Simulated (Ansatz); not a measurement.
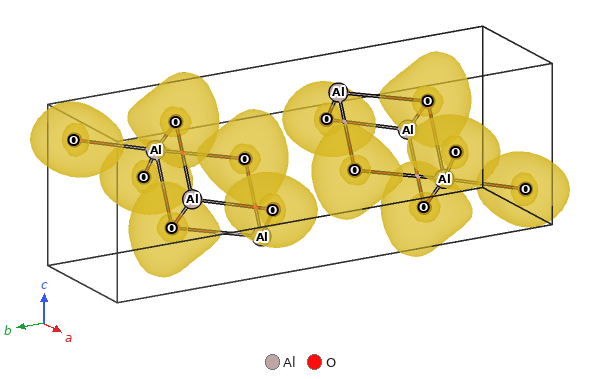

Figure 1: AlO$_{2}$. Isosurface of the ELF at 0.65 (yellow), seen at an oblique angle. Only the valence region is drawn (cores and ρ < 0.01 e/Å³ removed). Sticks mark near contacts.

Space group Cmcm; a structure from a database of computed crystals, not necessarily the ambient phase; not relaxed (largest force 0.8 eV/Å); computed pressure about −5 GPa in this cell; the SCF solution may not be the lowest one; spin-polarised.

Level of theory: Ansatz 0.2.0, DFT PBEsol, scalar-relativistic, plane waves, PAW.

In a PAW calculation such maps are meaningful between the atoms, not at the nuclei.

Input file:

```
crystal:
  lattice:
    - [1.488162, -5.402833, 0.0]
    - [1.488162, 5.402833, 0.0]
    - [0.0, 0.0, 3.646612]
  atoms:
    - { symbol: Al, position: [0.331867, 0.668133, 0.25] }
    - { symbol: Al, position: [0.668133, 0.331867, 0.75] }
    - { symbol: O, position: [0.705816, 0.294184, 0.25] }
    - { symbol: O, position: [0.294184, 0.705816, 0.75] }
    - { symbol: O, position: [0.938928, 0.061072, 0.25], spin: 1.0 }
    - { symbol: O, position: [0.061072, 0.938928, 0.75], spin: -1.0 }
basis:
  ecutwfc: 420
kpoints:
  mp_grid: { grid: [12, 12, 10] }
hamiltonian:
  xc: pbesol
scf:
  occupations: { method: gaussian, width: 0.1 }
  lower_state_search: "off"
output:
  forces: true
  stress: true
  eigenvalues: true
  populations: true
  write_density: true
  write_potential: true
  elf: true
  volumetric_format: npy
magnetization:
  spin_polarized: true
```

Command:

```sh
ansatz run input.yaml --threads 1 --pin off --max-ram 2560MiB --backend cpu --events-out ev --progress --plain --runs-dir out
```

Below, planes, directions and counts refer to the conventional cell (a = 2.98 Å, b = 10.81 Å, c = 3.65 Å, α = 90.00°, β = 90.00°, γ = 90.00°).

Question: What do the ELF domains correspond to?

Answer: The ELF exceeds this value in eight regions on O in which the atom's valence shell and bonds are merged, counted in one cell of 12 atoms. Any copies at cell faces, edges or corners count once.

Values along the shortest contacts:
Al–O (1.87 Å): the ELF peaks at about 0.85 in the valence shell of O, 0.6 Å from its nucleus, and is about 0.80 at the midpoint. Al–O (2.02 Å): the ELF peaks at about 0.85 in the valence shell of O, 0.7 Å from its nucleus, and is about 0.75 at the midpoint.
